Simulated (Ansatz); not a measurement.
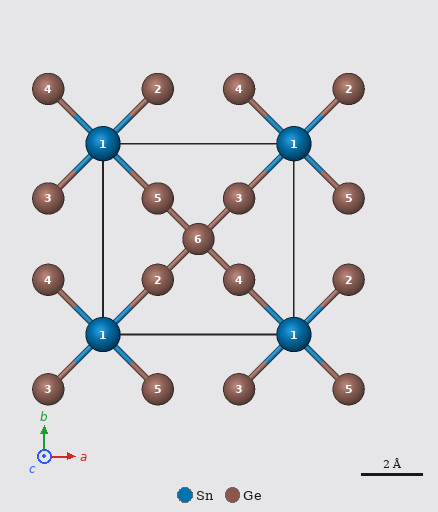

This is the input geometry for a relaxation of a crystal of SnGe$_{5}$ (a generated structure, set up in P4/mmm) (coarse preliminary run). A ball-and-stick model of the cell of the calculation, seen along the c axis.

These are results of DFT PBE, scalar-relativistic, plane waves, PAW (Ansatz 0.2.0), not measurements.

Input
```yaml
crystal:
  lattice:
    - [6.29062111, 0.0, 0.0]
    - [0.0, 6.29062111, 0.0]
    - [0.0, 0.0, 3.3982647]
  atoms:
    - { symbol: Sn, position: [0.0, 0.0, 0.5] }
    - { symbol: Ge, position: [0.28687833, 0.28687833, 0.5] }
    - { symbol: Ge, position: [0.71312167, 0.71312167, 0.5] }
    - { symbol: Ge, position: [0.71312167, 0.28687833, 0.5] }
    - { symbol: Ge, position: [0.28687833, 0.71312167, 0.5] }
    - { symbol: Ge, position: [0.5, 0.5, 0.5] }
basis:
  ecutwfc: 420
kpoints:
  mp_grid: { grid: [4, 4, 6] }
hamiltonian:
  xc: pbe
scf:
  occupations: { method: gaussian, width: 0.1 }
  lower_state_search: "off"
output:
  forces: true
  stress: true
  eigenvalues: true
relax:
  adjacent_minimum: "off"
  f_tol: 0.04
  max_steps: 70
  cell: { stress_tol: 0.4 }
```

Launched with:
```bash
ansatz run input.yaml --threads 1 --pin off --max-ram 2560MiB --backend cpu --events-out ev --progress --plain --runs-dir out
```

What does the optimiser find from here?

Answer. The largest moves relative to the cell, 0.28 Å, are those of Ge2, Ge3, Ge4 and Ge5. Ge3 goes along [1 1 0]. Sn stays in place. The drawn cell changes as follows: a = b 6.291 → 7.645 Å (+21.5 %), c 3.398 → 2.787 Å (−18.0 %); the volume changes by +21.1 %. Near-neighbour distances that change, for instance: Ge2–Ge6 1.896 → 2.580 Å, Ge2–Ge2 3.398 → 2.787 Å, Sn1–Sn1 3.398 → 2.787 Å, Sn1–Ge2 2.552 → 2.825 Å. The space group stays P4/mmm (No. 123). The energy falls by 12.506 eV per cell of the calculation in 9 accepted moves (12 points after the start). The largest force component goes from 8.3 to 0.0014 eV/Å. The pressure goes from 46.19 to −0.08 GPa. The line search rejected the trial step at point 7 of the run. At 2 points the geometry stayed and the basis and grid were re-selected for the new cell (energy shift of 0.213 eV per cell of the calculation at most each time).

History of the run:

```json
{"step": "0", "E − E(0), meV/atom": "0.00", "largest force component, eV/Å": "8.2945", "pressure, GPa": "46.19", "volume, Å³/atom": "22.413", "note": ""}
{"step": "1", "E − E(0), meV/atom": "-1300.17", "largest force component, eV/Å": "1.8543", "pressure, GPa": "18.44", "volume, Å³/atom": "24.562", "note": ""}
{"step": "2", "E − E(0), meV/atom": "-1681.49", "largest force component, eV/Å": "0.7244", "pressure, GPa": "8.72", "volume, Å³/atom": "25.967", "note": ""}
{"step": "3", "E − E(0), meV/atom": "-1847.31", "largest force component, eV/Å": "0.5501", "pressure, GPa": "3.86", "volume, Å³/atom": "26.507", "note": ""}
{"step": "4", "E − E(0), meV/atom": "-1980.29", "largest force component, eV/Å": "0.4366", "pressure, GPa": "1.26", "volume, Å³/atom": "26.232", "note": ""}
{"step": "5", "E − E(0), meV/atom": "-2036.72", "largest force component, eV/Å": "0.0798", "pressure, GPa": "0.89", "volume, Å³/atom": "25.505", "note": ""}
{"step": "6", "E − E(0), meV/atom": "-2037.32", "largest force component, eV/Å": "0.0534", "pressure, GPa": "0.71", "volume, Å³/atom": "25.524", "note": ""}
{"step": "7", "E − E(0), meV/atom": "-2036.69", "largest force component, eV/Å": "0.0494", "pressure, GPa": "-0.83", "volume, Å³/atom": "26.123", "note": "rejected"}
{"step": "8", "E − E(0), meV/atom": "-2038.06", "largest force component, eV/Å": "0.0049", "pressure, GPa": "-0.02", "volume, Å³/atom": "25.823", "note": ""}
{"step": "9", "E − E(0), meV/atom": "-2073.60", "largest force component, eV/Å": "0.0106", "pressure, GPa": "2.09", "volume, Å³/atom": "25.823", "note": "same geometry, new basis"}
{"step": "10", "E − E(0), meV/atom": "-2083.01", "largest force component, eV/Å": "0.0267", "pressure, GPa": "0.67", "volume, Å³/atom": "26.685", "note": ""}
{"step": "11", "E − E(0), meV/atom": "-2084.09", "largest force component, eV/Å": "0.0014", "pressure, GPa": "-0.06", "volume, Å³/atom": "27.148", "note": ""}
{"step": "12", "E − E(0), meV/atom": "-2084.31", "largest force component, eV/Å": "0.0014", "pressure, GPa": "-0.08", "volume, Å³/atom": "27.148", "note": "same geometry, new basis"}
```

The structure at the end:

```
CELL_PARAMETERS angstrom
7.64476 0.00000 0.00000
0.00000 7.64476 0.00000
0.00000 0.00000 2.78713
ATOMIC_POSITIONS crystal
Sn 0.00000 0.00000 0.50000
Ge 0.26134 0.26134 0.50000
Ge 0.73866 0.73866 0.50000
Ge 0.73866 0.26134 0.50000
Ge 0.26134 0.73866 0.50000
Ge 0.50000 0.50000 0.50000
```

After the run, drawn alike:

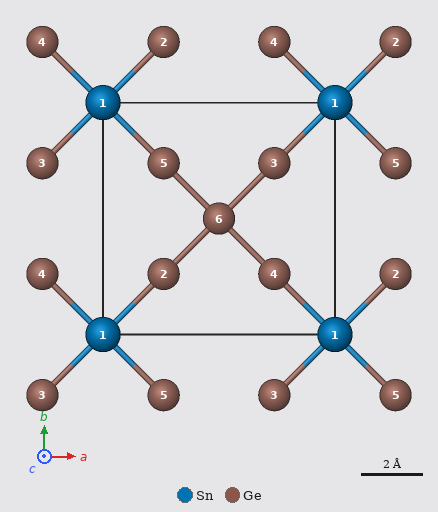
